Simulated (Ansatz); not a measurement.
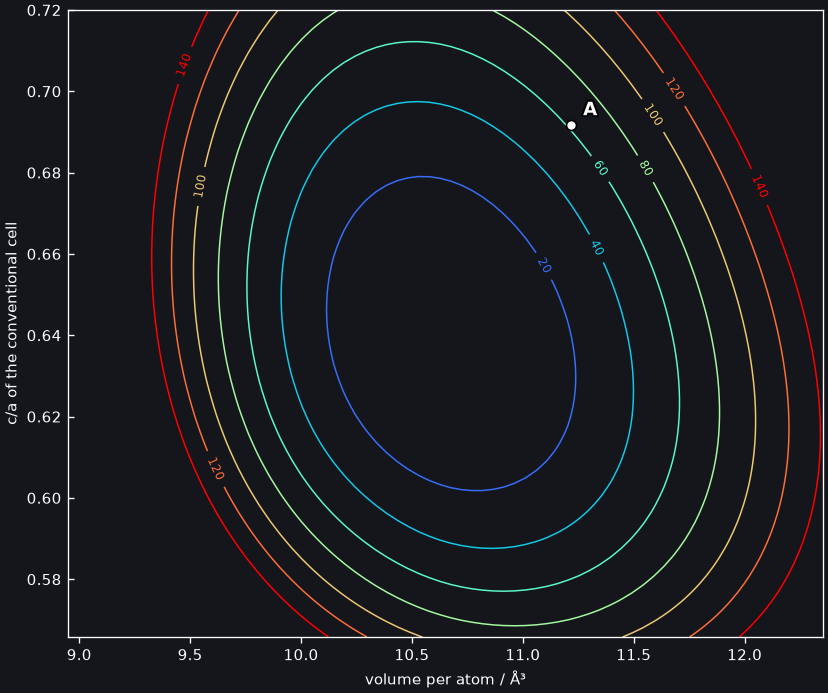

TiO₂ (P4_2/mnm, No. 136; 6 atoms in the cell). The energy is mapped over volume and the cell's shape. The first coordinate is: volume per atom; the second: c/a of the conventional cell. Nothing is relaxed (fractional coordinates fixed). The grid has 7 × 7 points. Points are written as (first, second). Energies: meV/atom, counted from the lowest grid point. Level of theory: Ansatz, DFT PBE, scalar-relativistic, plane waves, PAW. Settings: cutoff 520 eV, k-mesh 8×8×10 in the order of the run's cell vectors, gaussian smearing 0.05 eV, no spin polarisation.

In the figure: contour lines labelled in meV/atom (none above 140), the point A. Between grid points the surface is interpolated.

Question: Which way does the force act at A, and how strong is it?

Answer: A, at (11.22 Å³, 0.692), is not a stationary point. The computed force is 79 meV/atom for each Å³ towards smaller values of volume per atom and 1300 meV/atom for each unit towards smaller values of c/a of the conventional cell.

PAW datasets: the set soft_1.
